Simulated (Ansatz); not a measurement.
# Molecular dynamics of SnO$_{2}$ (part 2 of 3)

The same run, continued: SnO$_{2}$ (P1, 24 atoms in the cell); DFT PBEsol, scalar-relativistic, plane waves, PAW, PAW set soft_1, no spin polarisation (Ansatz 0.2.0); cutoff 420 eV, 3×3×3 k-mesh, Fermi–Dirac smearing of 0.17 eV. The structure derives from an entry of the Crystallography Open Database. It belongs to a series of runs on one base structure; here: dynamics from the last frame of the run before.

Geometry of the input (Å; fractional positions):
```
-4.8903  -4.8903  0.0000
4.8903  -4.8903  0.0000
0.0000  0.0000  6.5785
Sn 0.5073  0.4914  0.0137
Sn -0.0161  0.4977  0.2559
O  0.1873  0.4992  -0.0094
O  -0.0384  0.1583  0.2758
O  0.7974  0.4518  0.0386
O  0.0439  0.7928  0.2408
Sn 0.5077  0.4611  0.5334
Sn -0.0071  0.5010  0.7255
O  0.1913  0.4642  0.4961
O  0.0025  0.1997  0.7792
O  0.7873  0.5001  0.4695
O  0.0510  0.8207  0.7615
Sn 0.0072  0.0244  0.0040
Sn 0.5349  -0.0434  0.2672
O  0.6742  -0.0556  0.0214
O  0.4896  0.6690  0.3018
O  0.3208  0.0478  0.0040
O  0.5236  0.2712  0.2464
Sn 0.0080  -0.0430  0.4816
Sn 0.4940  -0.0208  0.7906
O  0.7142  0.0131  0.4975
O  0.5369  0.6769  0.7588
O  0.3359  0.0459  0.5278
O  0.4959  0.2765  0.7665
```

## The program's output, continued
```
md step    36: t =    54.00 fs  T =  1312.9 K (target 1087.2 K)  F+E_penalty+E_count = -56567.34198329 eV  E_kin = 4.073034 eV  (8 SCF iters)
md step    37: t =    55.50 fs  T =  1232.1 K (target 1072.8 K)  F+E_penalty+E_count = -56567.31064150 eV  E_kin = 3.822360 eV  (7 SCF iters)
md step    38: t =    57.00 fs  T =  1234.0 K (target 1058.3 K)  F+E_penalty+E_count = -56567.24450891 eV  E_kin = 3.828299 eV  (8 SCF iters)
md step    39: t =    58.50 fs  T =  1162.3 K (target 1043.9 K)  F+E_penalty+E_count = -56567.18053886 eV  E_kin = 3.605656 eV  (7 SCF iters)
md step    40: t =    60.00 fs  T =  1214.2 K (target 1029.4 K)  F+E_penalty+E_count = -56567.12218446 eV  E_kin = 3.766679 eV  (10 SCF iters)
md step    41: t =    61.50 fs  T =  1145.4 K (target 1015.0 K)  F+E_penalty+E_count = -56567.08077893 eV  E_kin = 3.553226 eV  (7 SCF iters)
md step    42: t =    63.00 fs  T =  1134.5 K (target 1000.6 K)  F+E_penalty+E_count = -56567.05845907 eV  E_kin = 3.519558 eV  (7 SCF iters)
md step    43: t =    64.50 fs  T =  1116.2 K (target 986.1 K)  F+E_penalty+E_count = -56567.05458181 eV  E_kin = 3.462614 eV  (8 SCF iters)
md step    44: t =    66.00 fs  T =  1227.5 K (target 971.7 K)  F+E_penalty+E_count = -56567.07064051 eV  E_kin = 3.807875 eV  (7 SCF iters)
md step    45: t =    67.50 fs  T =  1104.1 K (target 957.2 K)  F+E_penalty+E_count = -56567.10393544 eV  E_kin = 3.425043 eV  (7 SCF iters)
md step    46: t =    69.00 fs  T =  1207.6 K (target 942.8 K)  F+E_penalty+E_count = -56567.15876588 eV  E_kin = 3.746223 eV  (7 SCF iters)
md step    47: t =    70.50 fs  T =  1186.0 K (target 928.3 K)  F+E_penalty+E_count = -56567.22325114 eV  E_kin = 3.679312 eV  (8 SCF iters)
md step    48: t =    72.00 fs  T =  1223.6 K (target 913.9 K)  F+E_penalty+E_count = -56567.28815520 eV  E_kin = 3.795760 eV  (7 SCF iters)
md step    49: t =    73.50 fs  T =  1313.1 K (target 899.4 K)  F+E_penalty+E_count = -56567.35424363 eV  E_kin = 4.073584 eV  (7 SCF iters)
md step    50: t =    75.00 fs  T =  1246.8 K (target 885.0 K)  F+E_penalty+E_count = -56567.41847223 eV  E_kin = 3.867900 eV  (10 SCF iters)
md step    51: t =    76.50 fs  T =  1249.7 K (target 870.6 K)  F+E_penalty+E_count = -56567.47893871 eV  E_kin = 3.876944 eV  (7 SCF iters)
md step    52: t =    78.00 fs  T =  1255.7 K (target 856.1 K)  F+E_penalty+E_count = -56567.51584562 eV  E_kin = 3.895618 eV  (7 SCF iters)
md step    53: t =    79.50 fs  T =  1308.7 K (target 841.7 K)  F+E_penalty+E_count = -56567.51730626 eV  E_kin = 4.059896 eV  (7 SCF iters)
md step    54: t =    81.00 fs  T =  1330.0 K (target 827.2 K)  F+E_penalty+E_count = -56567.48896442 eV  E_kin = 4.126103 eV  (8 SCF iters)
md step    55: t =    82.50 fs  T =  1372.2 K (target 812.8 K)  F+E_penalty+E_count = -56567.43651249 eV  E_kin = 4.256908 eV  (8 SCF iters)
md step    56: t =    84.00 fs  T =  1313.5 K (target 798.3 K)  F+E_penalty+E_count = -56567.36936775 eV  E_kin = 4.074734 eV  (8 SCF iters)
md step    57: t =    85.50 fs  T =  1295.3 K (target 783.9 K)  F+E_penalty+E_count = -56567.27455173 eV  E_kin = 4.018259 eV  (8 SCF iters)
md step    58: t =    87.00 fs  T =  1143.3 K (target 769.4 K)  F+E_penalty+E_count = -56567.14631942 eV  E_kin = 3.546796 eV  (7 SCF iters)
md step    59: t =    88.50 fs  T =  1020.8 K (target 755.0 K)  F+E_penalty+E_count = -56567.05834511 eV  E_kin = 3.166725 eV  (7 SCF iters)
md step    60: t =    90.00 fs  T =  1086.7 K (target 740.6 K)  F+E_penalty+E_count = -56567.03954540 eV  E_kin = 3.371067 eV  (10 SCF iters)
md step    61: t =    91.50 fs  T =  1025.1 K (target 726.1 K)  F+E_penalty+E_count = -56567.06573888 eV  E_kin = 3.180142 eV  (7 SCF iters)
md step    62: t =    93.00 fs  T =  1071.3 K (target 711.7 K)  F+E_penalty+E_count = -56567.16439709 eV  E_kin = 3.323371 eV  (7 SCF iters)
md step    63: t =    94.50 fs  T =  1069.7 K (target 697.2 K)  F+E_penalty+E_count = -56567.34030461 eV  E_kin = 3.318426 eV  (7 SCF iters)
md step    64: t =    96.00 fs  T =  1177.6 K (target 682.8 K)  F+E_penalty+E_count = -56567.58696707 eV  E_kin = 3.653071 eV  (7 SCF iters)
md step    65: t =    97.50 fs  T =  1208.5 K (target 668.3 K)  F+E_penalty+E_count = -56567.86217993 eV  E_kin = 3.749178 eV  (7 SCF iters)
md step    66: t =    99.00 fs  T =  1273.9 K (target 653.9 K)  F+E_penalty+E_count = -56568.13023122 eV  E_kin = 3.951857 eV  (7 SCF iters)
md step    67: t =   100.50 fs  T =  1304.0 K (target 639.4 K)  F+E_penalty+E_count = -56568.35658332 eV  E_kin = 4.045374 eV  (7 SCF iters)
md step    68: t =   102.00 fs  T =  1282.2 K (target 625.0 K)  F+E_penalty+E_count = -56568.51397131 eV  E_kin = 3.977686 eV  (7 SCF iters)
md step    69: t =   103.50 fs  T =  1270.6 K (target 610.6 K)  F+E_penalty+E_count = -56568.60308483 eV  E_kin = 3.941799 eV  (7 SCF iters)
md step    70: t =   105.00 fs  T =  1106.3 K (target 596.1 K)  F+E_penalty+E_count = -56568.62431244 eV  E_kin = 3.431965 eV  (9 SCF iters)
md step    71: t =   106.50 fs  T =  1079.3 K (target 581.7 K)  F+E_penalty+E_count = -56568.60464153 eV  E_kin = 3.348283 eV  (7 SCF iters)
md step    72: t =   108.00 fs  T =  1018.3 K (target 567.2 K)  F+E_penalty+E_count = -56568.56867854 eV  E_kin = 3.159091 eV  (7 SCF iters)
md step    73: t =   109.50 fs  T =   990.4 K (target 552.8 K)  F+E_penalty+E_count = -56568.53182113 eV  E_kin = 3.072601 eV  (7 SCF iters)
md step    74: t =   111.00 fs  T =  1001.0 K (target 538.3 K)  F+E_penalty+E_count = -56568.50055425 eV  E_kin = 3.105428 eV  (7 SCF iters)
md step    75: t =   112.50 fs  T =   906.9 K (target 523.9 K)  F+E_penalty+E_count = -56568.46997352 eV  E_kin = 2.813493 eV  (7 SCF iters)
md step    76: t =   114.00 fs  T =   824.0 K (target 509.4 K)  F+E_penalty+E_count = -56568.44609236 eV  E_kin = 2.556197 eV  (7 SCF iters)
md step    77: t =   115.50 fs  T =   818.3 K (target 495.0 K)  F+E_penalty+E_count = -56568.44139606 eV  E_kin = 2.538583 eV  (7 SCF iters)
md step    78: t =   117.00 fs  T =   799.8 K (target 480.6 K)  F+E_penalty+E_count = -56568.44205059 eV  E_kin = 2.481125 eV  (7 SCF iters)
md step    79: t =   118.50 fs  T =   794.9 K (target 466.1 K)  F+E_penalty+E_count = -56568.43967202 eV  E_kin = 2.466012 eV  (7 SCF iters)
md step    80: t =   120.00 fs  T =   788.5 K (target 451.7 K)  F+E_penalty+E_count = -56568.45932320 eV  E_kin = 2.446167 eV  (9 SCF iters)
md step    81: t =   121.50 fs  T =   734.3 K (target 437.2 K)  F+E_penalty+E_count = -56568.51858762 eV  E_kin = 2.277932 eV  (6 SCF iters)
md step    82: t =   123.00 fs  T =   728.0 K (target 422.8 K)  F+E_penalty+E_count = -56568.61180491 eV  E_kin = 2.258521 eV  (7 SCF iters)
md step    83: t =   124.50 fs  T =   710.2 K (target 408.3 K)  F+E_penalty+E_count = -56568.72884062 eV  E_kin = 2.203223 eV  (7 SCF iters)
md step    84: t =   126.00 fs  T =   733.7 K (target 393.9 K)  F+E_penalty+E_count = -56568.86687168 eV  E_kin = 2.276085 eV  (6 SCF iters)
md step    85: t =   127.50 fs  T =   737.6 K (target 379.4 K)  F+E_penalty+E_count = -56569.02700194 eV  E_kin = 2.288229 eV  (7 SCF iters)
md step    86: t =   129.00 fs  T =   793.1 K (target 365.0 K)  F+E_penalty+E_count = -56569.20374218 eV  E_kin = 2.460305 eV  (7 SCF iters)
md step    87: t =   130.50 fs  T =   863.8 K (target 350.6 K)  F+E_penalty+E_count = -56569.37319162 eV  E_kin = 2.679693 eV  (6 SCF iters)
md step    88: t =   132.00 fs  T =   882.5 K (target 336.1 K)  F+E_penalty+E_count = -56569.51966650 eV  E_kin = 2.737697 eV  (7 SCF iters)
md step    89: t =   133.50 fs  T =   905.4 K (target 321.7 K)  F+E_penalty+E_count = -56569.64493277 eV  E_kin = 2.808679 eV  (6 SCF iters)
md step    90: t =   135.00 fs  T =   891.9 K (target 307.2 K)  F+E_penalty+E_count = -56569.74760476 eV  E_kin = 2.766840 eV  (9 SCF iters)
md step    91: t =   136.50 fs  T =   855.2 K (target 300.0 K)  F+E_penalty+E_count = -56569.82789654 eV  E_kin = 2.653176 eV  (6 SCF iters)
md step    92: t =   138.00 fs  T =   828.2 K (target 300.0 K)  F+E_penalty+E_count = -56569.88956125 eV  E_kin = 2.569354 eV  (6 SCF iters)
md step    93: t =   139.50 fs  T =   846.1 K (target 300.0 K)  F+E_penalty+E_count = -56569.93139661 eV  E_kin = 2.624742 eV  (7 SCF iters)
md step    94: t =   141.00 fs  T =   838.5 K (target 300.0 K)  F+E_penalty+E_count = -56569.96230611 eV  E_kin = 2.601130 eV  (7 SCF iters)
md step    95: t =   142.50 fs  T =   839.5 K (target 300.0 K)  F+E_penalty+E_count = -56569.98952714 eV  E_kin = 2.604329 eV  (6 SCF iters)
md step    96: t =   144.00 fs  T =   856.4 K (target 300.0 K)  F+E_penalty+E_count = -56570.00565163 eV  E_kin = 2.656853 eV  (6 SCF iters)
md step    97: t =   145.50 fs  T =   819.9 K (target 300.0 K)  F+E_penalty+E_count = -56570.00414341 eV  E_kin = 2.543500 eV  (6 SCF iters)
md step    98: t =   147.00 fs  T =   846.2 K (target 300.0 K)  F+E_penalty+E_count = -56570.00399168 eV  E_kin = 2.625078 eV  (6 SCF iters)
md step    99: t =   148.50 fs  T =   829.2 K (target 300.0 K)  F+E_penalty+E_count = -56570.02101869 eV  E_kin = 2.572395 eV  (6 SCF iters)
md step   100: t =   150.00 fs  T =   787.3 K (target 300.0 K)  F+E_penalty+E_count = -56570.04529873 eV  E_kin = 2.442507 eV  (9 SCF iters)
md step   101: t =   151.50 fs  T =   725.0 K (target 300.0 K)  F+E_penalty+E_count = -56570.07063462 eV  E_kin = 2.249173 eV  (6 SCF iters)
md step   102: t =   153.00 fs  T =   751.3 K (target 300.0 K)  F+E_penalty+E_count = -56570.10377362 eV  E_kin = 2.330843 eV  (7 SCF iters)
md step   103: t =   154.50 fs  T =   762.3 K (target 300.0 K)  F+E_penalty+E_count = -56570.14813912 eV  E_kin = 2.364731 eV  (6 SCF iters)
md step   104: t =   156.00 fs  T =   731.5 K (target 300.0 K)  F+E_penalty+E_count = -56570.20640181 eV  E_kin = 2.269414 eV  (6 SCF iters)
md step   105: t =   157.50 fs  T =   740.4 K (target 300.0 K)  F+E_penalty+E_count = -56570.26774387 eV  E_kin = 2.296810 eV  (7 SCF iters)
md step   106: t =   159.00 fs  T =   744.1 K (target 300.0 K)  F+E_penalty+E_count = -56570.32002541 eV  E_kin = 2.308286 eV  (6 SCF iters)
md step   107: t =   160.50 fs  T =   681.8 K (target 300.0 K)  F+E_penalty+E_count = -56570.36703806 eV  E_kin = 2.114977 eV  (6 SCF iters)
md step   108: t =   162.00 fs  T =   686.3 K (target 300.0 K)  F+E_penalty+E_count = -56570.40863937 eV  E_kin = 2.128973 eV  (6 SCF iters)
md step   109: t =   163.50 fs  T =   735.9 K (target 300.0 K)  F+E_penalty+E_count = -56570.44001038 eV  E_kin = 2.282902 eV  (7 SCF iters)
md step   110: t =   165.00 fs  T =   691.1 K (target 300.0 K)  F+E_penalty+E_count = -56570.45693955 eV  E_kin = 2.144089 eV  (9 SCF iters)
md step   111: t =   166.50 fs  T =   638.8 K (target 300.0 K)  F+E_penalty+E_count = -56570.45678908 eV  E_kin = 1.981664 eV  (6 SCF iters)
md step   1
[...]
SCF iter   3: F=—  HF=-56570.315362 eV  |F-HF|=—  |Δ(HF+E_count)|=   9.77e-6  Δρ=5.27e-4  dr2=7.07e-4  ethr=5.80e-7  ⟨swp⟩=2.4  Hψ=2868  notcnv=0
SCF iter   4: F=—  HF=-56570.315240 eV  |F-HF|=—  |Δ(HF+E_count)|=   1.21e-4  Δρ=9.44e-5  dr2=2.58e-5  ethr=3.40e-7  ⟨swp⟩=2.0  Hψ=2281  notcnv=0
SCF iter   5: F=—  HF=-56570.315324 eV  |F-HF|=—  |Δ(HF+E_count)|=   8.31e-5  Δρ=6.12e-5  dr2=1.02e-5  ethr=1.24e-8  ⟨swp⟩=2.1  Hψ=2619  notcnv=0
SCF iter   6: F=—  HF=-56570.315213 eV  |F-HF|=—  |Δ(HF+E_count)|=   1.11e-4  Δρ=1.64e-5  dr2=5.58e-7  ethr=4.91e-9  ⟨swp⟩=2.0  Hψ=2513  notcnv=0
SCF iter   7: F=—  HF=-56570.315213 eV  |F-HF|=—  |Δ(HF+E_count)|=   3.62e-7  Δρ=9.59e-6  dr2=2.33e-7  ethr=2.68e-10  ⟨swp⟩=2.0  Hψ=2610  notcnv=0
SCF iter   8: F=-56570.315213 eV  HF=-56570.315213 eV  |F-HF|=5.34e-9  |Δ(HF+E_count)|=   1.14e-8  Δρ=2.75e-6  dr2=2.21e-8  ethr=1.15e-11  ⟨swp⟩=4.0  Hψ=7498  notcnv=0
SCF 121 converged in 8 iterations: F = -56570.315213 eV  dr2 = 2.21e-8
md step   120: t =   180.00 fs  T =   482.5 K (target 300.0 K)  F+E_penalty+E_count = -56570.31521336 eV  E_kin = 1.496723 eV  (8 SCF iters)
```

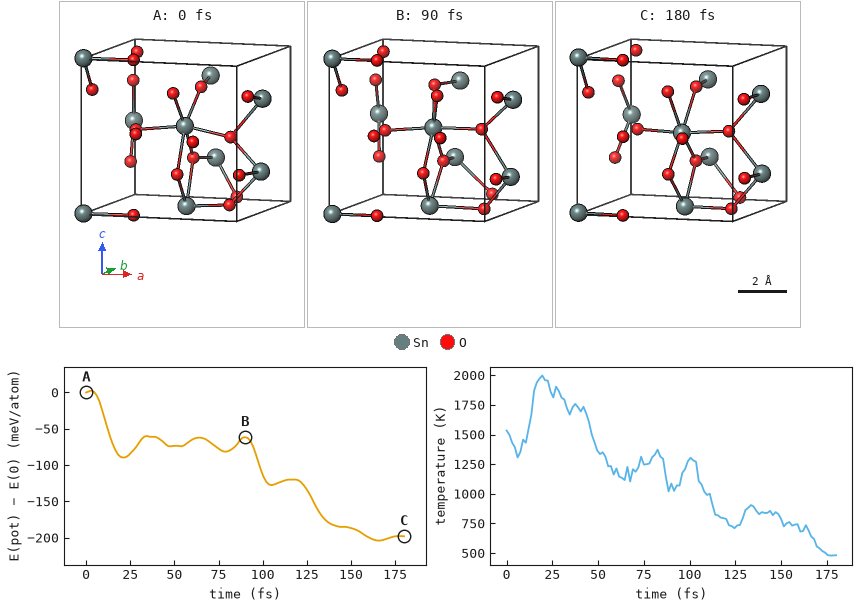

*Frames of the molecular dynamics (ball-and-stick, simulation cell, seen slightly off an axis) above the curves, on which the letters mark them.*

The trajectory kept here has 121 frames over 180 fs. The temperature starts at 1533 K, ranges from 479 to 1998 K and averages 832 K over the second half. The potential energy ends 198.0 meV/atom below its first value. With the common drift removed, the root-mean-square displacement is 0.34 Å, and O17 has moved furthest (0.74 Å).

```
SCF converged after 8 iterations
Free energy (F): -56570.315213 eV
Harris-Foulkes:  -56570.315213 eV  (|F-HF|=5.34e-9)
Internal energy: -56570.247168 eV  (E = F + TS)
E sigma→0 (E₀):  -56570.281191 eV
Entropy (-TS):   -0.068045 eV (-2.835 meV/atom)
Fermi energy:    8.553677 eV
--- Per-component energies (eV) ---
  E_band       = -749.998185
  E_kinetic    = 4022.458961
  E_local      = -13336.922729  (includes V_loc(G=0)·N_el)
  E_nonlocal   = 2016.546110
  E_hartree    = 5970.329918
  E_xc         = -2110.772186
  E_vxc        = -2074.226883  (∫ρ·V_xc dr)
  E_paw        = -36906.328418  (= ΣΔE_a)
  E_vpaw       = -3318.528050  (= ΣTr[D̂ρ^β])
  E_aug_tail   = 0.014672  (compensation charges beyond the density's cutoff)
  E_ewald      = -16228.416820
  E_core_change = 2.843323  (= ΣΔE_core)
  E_smearing   = -0.068045  (= −TS)
  E_closure    = 0.000000  (closes the sum)
  Σ components = -56570.315213   (vs F -56570.315213, Δ=0.00e0)
--- Forces (eV/Å), atoms counted from 1 ---
  atom   1  Sn     1.31286079    -0.08682875    -1.24415843
  atom   2  Sn    -0.33930379    -0.01984422     2.12179717
  atom   3  O     -1.21104351    -0.29982181     0.45219031
  atom   4  O      0.47131037    -0.40313433     0.16613021
  atom   5  O      0.66496653     0.88562388    -0.52039519
  atom   6  O     -0.12268353    -0.87891755     0.16569366
  atom   7  Sn     1.47213590    -0.39170672     2.92037962
  atom   8  Sn    -0.07815106    -0.02862731    -1.36212871
  atom   9  O     -0.44533996     0.83668678     0.48151401
  atom  10  O     -0.11529722     0.05626629     0.16535947
  atom  11  O     -0.85917966    -0.37175015    -0.37089840
  atom  12  O      1.08448891    -1.21125877    -0.13018626
  atom  13  Sn    -0.34755764     1.01168024    -0.09749774
  atom  14  Sn    -1.09201736     1.56698210    -0.35795367
  atom  15  O      0.94553438     0.42777002     0.01789891
  atom  16  O     -0.28093817     0.60644274    -1.45435751
  atom  17  O      0.49566015    -0.61124410     0.28418490
  atom  18  O      0.54693604    -0.84701084    -0.05156076
  atom  19  Sn    -0.15388371     1.50060478    -0.38070091
  atom  20  Sn     0.48181126     0.03249750     0.34235702
  atom  21  O     -0.26197669    -1.16351741    -0.49008191
  atom  22  O     -0.54008375     0.93593431     0.07327192
  atom  23  O     -1.60974169    -1.03321467    -0.08720430
  atom  24  O     -0.01848409    -0.51356294    -0.64363966
  max |Σ_I F_I| component: 4.91e-5 eV/Å
--- MD trajectory: 120 steps, t = 0.0 → 180.0 fs ---
  final state: T = 482.5 K   F+E_penalty+E_count = -56570.31521336 eV   E_kin = 1.496723 eV
```

## Trajectory as extended XYZ (Å, eV, eV/Å), 8 of the 121 frames kept, from step=0 to step=120
```
24
Lattice="-4.8903 -4.8903 0.0000 4.8903 -4.8903 0.0000 0.0000 0.0000 6.5785" Properties=species:S:1:pos:R:3:forces:R:3 step=0 time_fs=0.0 energy=-56565.56320 temperature=1533.3
Sn   -0.0779   -4.8836    0.0898    0.0095   2.2464   1.4119
Sn    2.5129   -2.3551    1.6838   -3.0549  -1.4439  -1.9779
O     1.5256   -3.3570   -0.0618   -0.0732  -0.0469   0.4913
O     0.9618   -0.5867    1.8146    0.7365  -2.1195  -1.7283
O    -1.6897   -6.1090    0.2539    0.6067  -0.7489  -2.3412
O     3.6623   -4.0915    1.5844   -0.1401   0.8711  -0.5901
Sn   -0.2280   -4.7377    3.5088    0.7064   2.0018  -2.5296
Sn    2.4845   -2.4152    4.7727   -1.4653  -0.0652   2.8512
O     1.3343   -3.2057    3.2637    0.9805   0.1195   0.0284
O     0.9642   -0.9887    5.1258    1.2721  -0.2373  -2.1478
O    -1.4048   -6.2958    3.0884   -0.9572  -1.5177   2.8241
O     3.7643   -4.2630    5.0093   -0.2191   1.6870  -0.7291
Sn    0.0841   -0.1542    0.0265   -1.4288   0.1402   0.7649
Sn   -2.8280   -2.4031    1.7578    4.2181   0.3643   3.1735
O    -3.5689   -3.0249    0.1407   -2.8271  -2.5279  -1.8585
O     0.8774   -5.6656    1.9856   -0.0774   0.2925  -1.5109
O    -1.3351   -1.8029    0.0261    0.8060   2.6218   2.5518
O    -1.2341   -3.8866    1.6211    1.4706  -0.7871   0.8269
Sn   -0.2494    0.1716    3.1685    0.5978  -2.1492   3.1041
Sn   -2.5176   -2.3144    5.2012    0.0153  -0.1442  -4.3277
O    -3.4288   -3.5565    3.2731   -1.1317   0.8395   1.7899
O     0.6846   -5.9357    4.9919   -0.1510   0.8176   0.3681
O    -1.4184   -1.8670    3.4719   -0.7883   2.1521  -1.1443
O    -1.0730   -3.7771    5.0426    0.8945  -2.3661   0.6993
```
